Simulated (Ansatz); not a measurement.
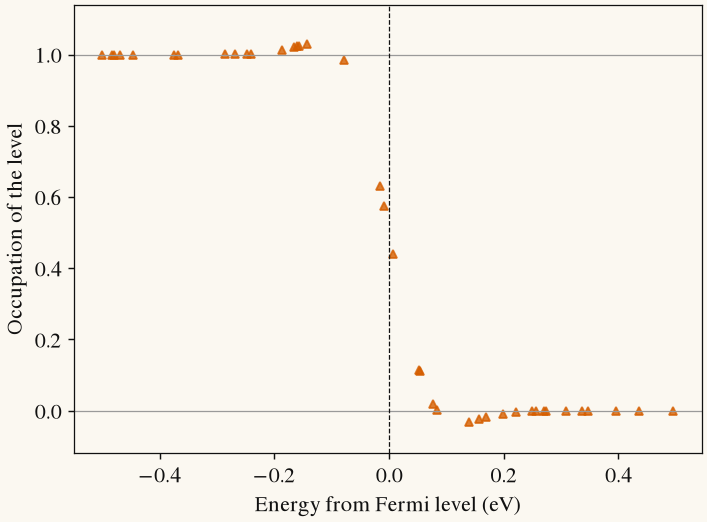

Occupations of the one-electron levels of the k mesh against their energy, from a run on Sn, space group Immm (No. 71), 1 atom in the cell, with Ansatz.

Which smearing scheme was used (Fermi-Dirac, Gaussian, Methfessel-Paxton or cold), and about what width?

Answer. Methfessel-Paxton smearing with a width of 0.1 eV. The occupations overshoot on both sides, up to 1.031 below the Fermi level and down to −0.032 above it; for the first-order scheme these extremes (±0.035) lie 1.22 widths, here 0.12 eV, from the Fermi level.
